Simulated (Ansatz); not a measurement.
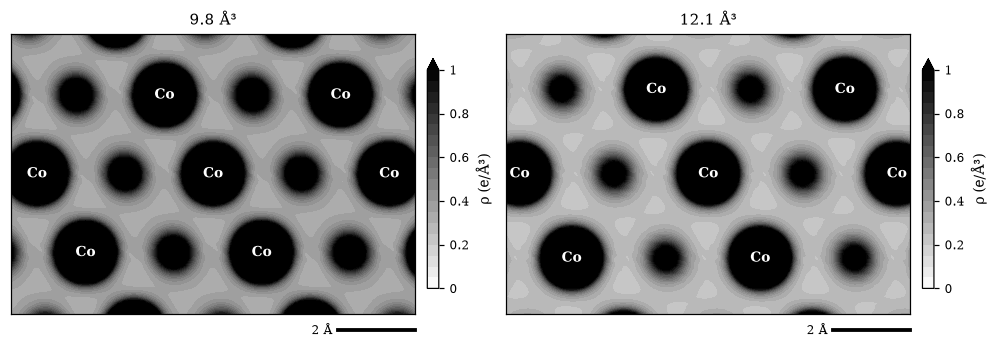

Co. The valence electron density of cells scaled evenly to different volumes (given per atom above each panel), on the (11̄0) plane of each (indices in the axes of the cell below), at one length scale and on one colour scale.

A generated structure, not necessarily the stable one; spin-polarised.

All numbers below come from Ansatz, DFT, RPBE, plane waves (420 eV) with PAW, scalar-relativistic.

In a PAW calculation such maps are meaningful between the atoms, not at the nuclei.

The largest cell:

```
CELL_PARAMETERS angstrom
-1.73492 1.42668 1.27200
1.42668 -1.73492 1.27200
3.22210 3.22210 -1.83654
ATOMIC_POSITIONS crystal
Co 0.95844 0.04156 0.00000
Co 0.79156 0.20844 0.50000
```

| volume (Å³/atom) | Co–Co contact in the plane (Å) | ρ at its midpoint (e/Å³) | largest moment (μB) | 
| --- | --- | --- | --- |
| 9.83 | 2.411 | 0.389 | 1.63 | 
| 11.17 | 2.516 | ? | ? | 
| 12.06 | 2.581 | 0.287 | 1.80 | 

Estimate the missing row, and compare with the calculation.

Over the known rows ln ρ falls by 1.79 per Å of Co–Co distance (the line through the two), which gives 0.322 e/Å³ at 2.516 Å; the calculation gives 0.321 e/Å³. For the largest moment, a straight line in volume between the neighbouring rows gives 1.73 μB; the calculation gives 1.72.
